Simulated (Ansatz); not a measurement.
System: Ir.

Input

```
crystal:
  lattice:
    - [2.5533079737, 0.0, 0.0]
    - [0.0, 2.5533079737, 0.0]
    - [0.0, 0.0, 2.5533079737]
  atoms:
    - { symbol: Ir, position: [0.0, 0.0, 0.0] }
hamiltonian:
  xc: r2scan
  pseudopotentials:
    kind: paw
    azcp:
      Ir: "pseudopotentials/Ir.paw.azcp"
basis:
  ecutwfc: 500
  fft_grid_basis: typed
kpoints:
  mp_grid: { grid: [20, 20, 20], shift: [0, 0, 0] }
magnetization:
  spin_polarized: false
scf:
  occupations: { method: fermi_dirac, width: 0.1 }
output:
  write_density: true
  write_potential: true
  elf: true
  volumetric_format: npy
```

Launched as:

```sh
ansatz run input.yaml --threads 1 --pin off --max-ram 3584MiB --backend cpu --events-out ev --progress --plain --runs-dir out
```

Below, planes, directions and counts refer to the conventional cell (a = 2.55 Å, b = 2.55 Å, c = 2.55 Å, α = 90.00°, β = 90.00°, γ = 90.00°).

Space group Pm-3m; set up as Ir, simple cubic; a generated structure, not necessarily the stable one; computed without spin polarisation.

Computed with DFT, r2SCAN, plane waves (500 eV) with PAW, scalar-relativistic in Ansatz 0.2.0.

Question: What can the converged valence pseudo-density and electron localisation function tell about the bonding?

Answer: Ir–Ir (2.55 Å): ρ is about 0.57 e/Å³ halfway; the ELF is about 0.35 at the midpoint.

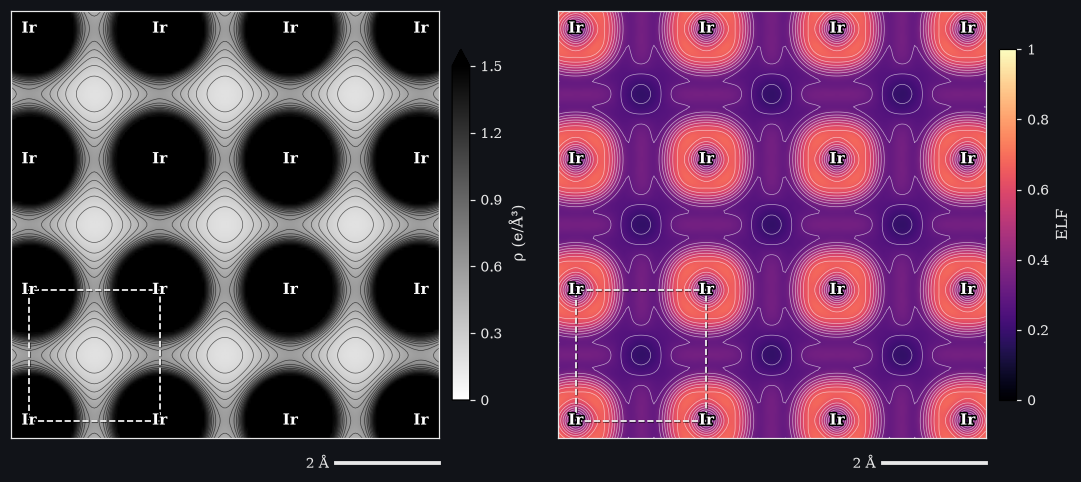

Computed valence pseudo-density and electron localisation function on the (001) plane of the conventional cell, in this order. 

Core electrons are frozen (PAW), and the valence fields are smoothed inside the atomic spheres.
